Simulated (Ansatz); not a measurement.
# Is the response still linear at 0.3 V/Å? 2H-MoSSe 4 layers, 2H (AA')

The dipole of a slab grows in proportion to a weak field along its normal. Does the weak-field slope carry to a strong field?

**Method.** Ansatz 0.2.0, plane waves with PAW datasets (its set soft_1), PBE-D3(BJ); atoms held at their relaxed places, 18 Å of vacuum, dipole correction, cell area 8.94 Å², 18×18 k-points, smearing 0.02585 eV. Without field the slab has no gap over 0.05 eV.

```
  run  field (V/Å)  dipole (e·Å)
run 1        −0.10      −0.22401
run 2         0.00      −0.10705
run 3         0.10       0.01052
run 4         0.30             ?
```

Q: Estimate the withheld value from the rows shown.

A least-squares line through the 3 rows shown has slope 1.172650 and intercept −0.106847; no row lies more than 0.00020 e·Å off it. A perfect conductor with that slope would be 180.95 × 1.17265 / 8.94 = 23.74 Å thick. At 0.30 it gives 1.172650 × 0.30 + (−0.106847) = 0.24495 e·Å, beyond the rows fitted. Rounding and scatter of the rows alone allow about ±0.00061 e·Å there.

The run itself gives 0.24660 e·Å: a miss of +0.00165 e·Å. That is under 1 % of the induced dipole, so the response is still linear.

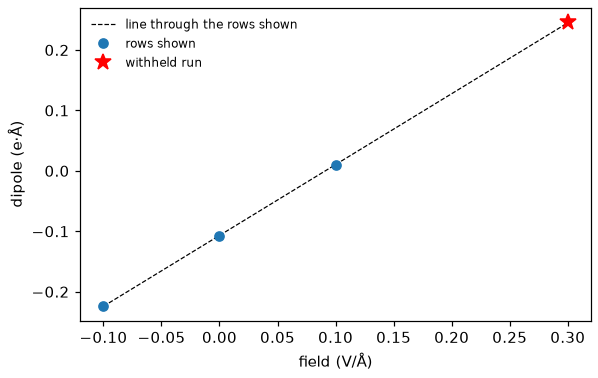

The fit and the withheld run.

**Limits.** Ions are held, so this is the electronic response. Of the series that stay linear within 1 %, this collection keeps about one in seven, and it keeps all that bend. With a small gap or none the response hangs on mesh and smearing, which were not varied here.

[Logs are printed without paths, hosts, clocks, repeated set-up lines and the standing remarks that a program may print on its own settings, such as how far it seeks lower states.]
